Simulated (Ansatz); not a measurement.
## Sr: an electron-density study

Space group P6_3/mmc. This isn't the usual form at ambient conditions.

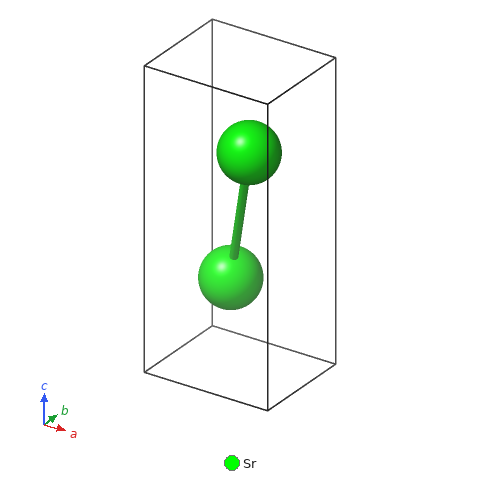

The conventional cell.

The calculation's input:

```
crystal:
  lattice:
    - [4.31, 0.0, 0.0]
    - [-2.155, 3.7325694903, 0.0]
    - [0.0, 0.0, 7.05]
  atoms:
    - { symbol: Sr, position: [0.3333333333, 0.6666666667, 0.25] }
    - { symbol: Sr, position: [0.6666666667, 0.3333333333, 0.75] }
basis:
  ecutwfc: 420
  fft_grid_basis: typed
kpoints:
  mp_grid: { grid: [9, 9, 6] }
hamiltonian:
  xc: pbesol
  pseudopotentials: { kind: paw }
scf:
  occupations: { method: gaussian, width: 0.05 }
output:
  forces: true
  stress: true
  eigenvalues: true
  bader: true
  write_density: true
  volumetric_format: npy
  elf: true
```

Command:

```sh
ansatz run input.yaml --threads 1 --pin off --max-ram 2560MiB --backend cpu --events-out ev --progress --plain --runs-dir out
```

The picture shows the conventional cell (a = 4.31 Å, b = 4.31 Å, c = 7.05 Å, α = 90.00°, β = 90.00°, γ = 120.00°).

Theory: Ansatz 0.2.0, DFT PBEsol, scalar-relativistic, plane waves, PAW.

Core electrons are frozen (PAW), so the maps are meaningful between the atoms, not at the nuclei.

Part 1: Bonding charge

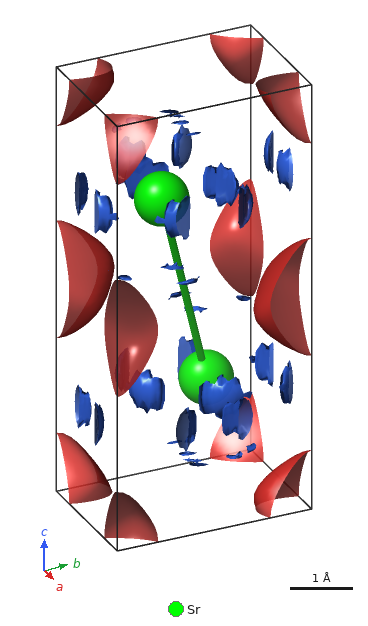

*Density of the crystal less the sum of free-atom densities: red surfaces at +0.006 and blue ones at −0.006 e/Å³, in the conventional cell seen slightly off an axis (the regions close to the nuclei are left out). Cores are masked to 1.0 Å (Sr).*

**Describe the bonding charge.**

Over the whole cell, outside the masked cores, the largest gain, 0.010 e/Å³, lies 3.0 Å from a strontium nucleus, and the largest loss, 0.006 e/Å³, lies 1.4 Å from a strontium nucleus.
The rearranged charge, half the integral of |Δρ|, is about 0.09 e an atom.

Part 2: Change of volume

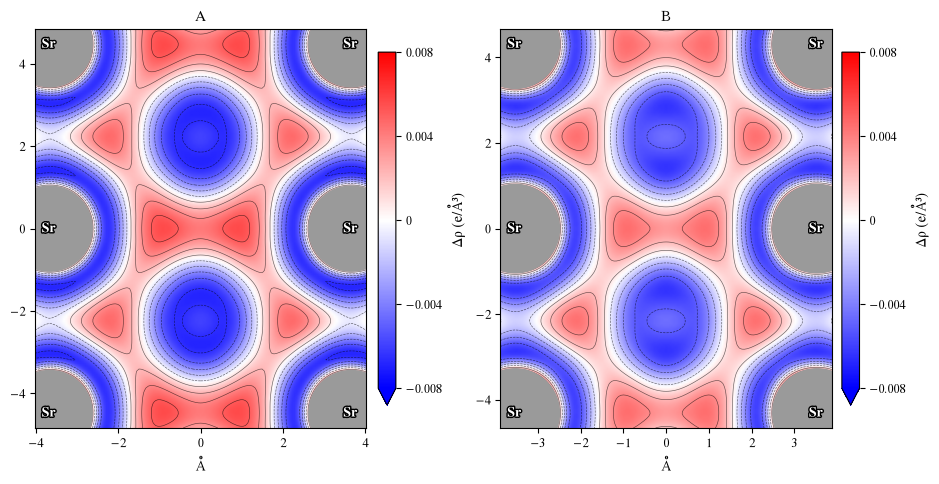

Sr: deformation density on the (11̄0) plane of the conventional cell at two volumes, with the same fractional coordinates and one colour scale. Grey discs cover the cores.

**Which panel is the larger cell, by how much, and what changes?**

A is the larger cell: A has 112 % of the volume of B.
- The pressure is −0.8 GPa in B and −1.7 GPa in A.
- The rearranged charge is 0.09 e an atom in B and 0.11 e in A.

Part 3: Moving an atom

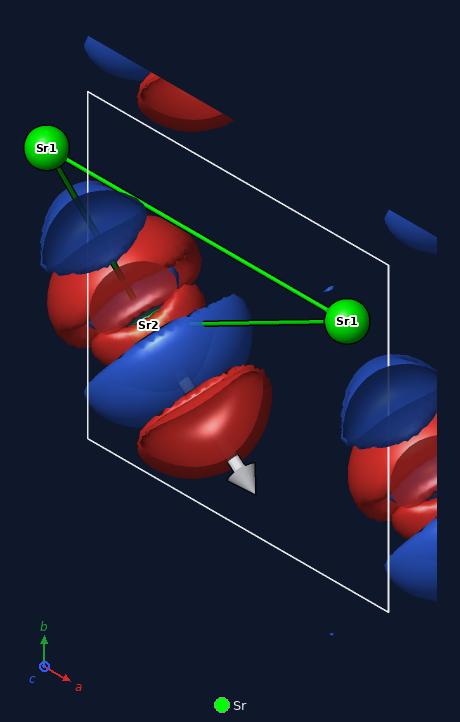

Sr2 was moved by 0.05 Å roughly along [1 −1 0] in the axes of the cell drawn (arrow, not to scale). Change of the density less the rigid motion of the neutral atom's own density: blue surfaces at +0.0005 and red ones at −0.0005 e/Å³, in the cell of the calculation (origin moved) seen along the c axis.

**How do the electrons respond beyond following the atom?**

About 0.01 e is rearranged in the cell. Outside the cores the largest gain lies at the edge of the masked core of Sr, and the largest loss, 0.002 e/Å³, lies 1.1 Å from a strontium nucleus.

**What restoring force does the calculation give for this move?**

The force on it changes by 0.02 eV/Å along the move, against it: a stiffness of about 0.36 eV/Å² for this sublattice shift.

Part 4: Putting it together

The two pressures give a mean stiffness −ΔP/Δln V of about 8 GPa over this range, with the atoms held at their fractional positions.
